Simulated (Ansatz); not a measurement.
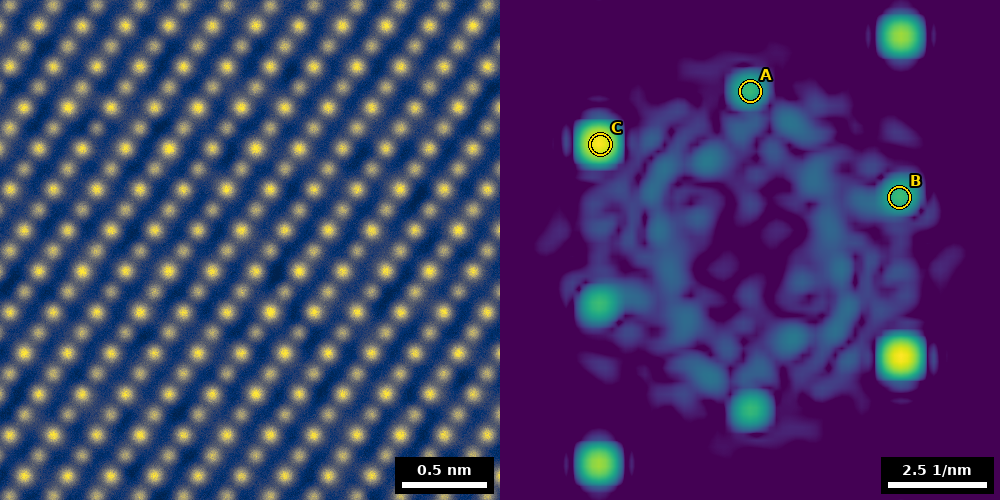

iDPC-like image of a crystal. Simulated as the projected potential of neutral atoms (B = 0.5 Å²) blurred by a 0.61 Å probe, the thin-sample limit of integrated differential phase contrast. Shot noise and the speckle of an amorphous layer were added.

The right panel is the modulus of the image's Fourier transform on a logarithmic scale.

### Which lattice spacings do the marked spots stand for, and what angle do A and B enclose?

A: 2.5 Å, B: 2.5 Å, C: 2.1 Å; A and B enclose about 71°.

The crystal is MgO (Fm-3m, No. 225) along [110]; the spots are (1 -1 -1), (1 -1 1) and (0 0 -2). Atomic positions: the end point of a relaxation with DFT PBE, scalar-relativistic, plane waves, PAW in Ansatz; the starting structure was generated, so it need not be a known form of this composition.
